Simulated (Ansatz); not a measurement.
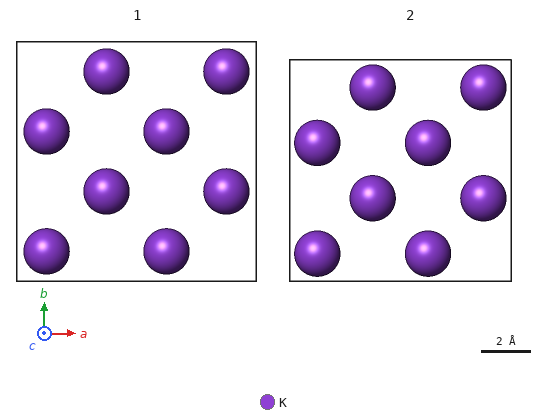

Two geometries of crystalline K (a generated structure, set up in Fd-3m), drawn at one scale. One is the start of a relaxation, the other its converged end. A spheres-only model of the conventional cell (4 times the calculation's cell), seen along the c axis. Lengths and directions refer to the drawn axes.

These are results of DFT, revPBE, plane waves (420 eV) with PAW, scalar-relativistic (Ansatz 0.2.0), not measurements. Settings: plane-wave cutoff 420 eV; k-point mesh 6 × 6 × 6; occupations fermi dirac; smearing width 0.1 eV; no spin polarisation; cell and atoms relaxed; force threshold 0.01 eV/Å; at most 60 steps.

Which of the two is the end point?

Structure 1 is the relaxed one. Phase: diamond. Over 4 accepted moves (5 points after the start) the energy falls by 51.3 meV per cell of the calculation. All forces vanish by symmetry, so only the cell relaxes. The pressure goes from 0.37 to 0.01 GPa. The SCF was repeated once at an unchanged geometry on a basis and grid sized afresh for the cell, which shifted the energy by 0.4 meV per cell of the calculation at most. The atoms keep their places relative to the cell (all moves are under 0.005 Å). The volume changes by +26.9 %, with a = b = c 9.167 → 9.924 Å (+8.3 %). Near-neighbour distances that change, for instance: K–K 3.969 → 4.297 Å. The space group stays Fd-3m (No. 227).
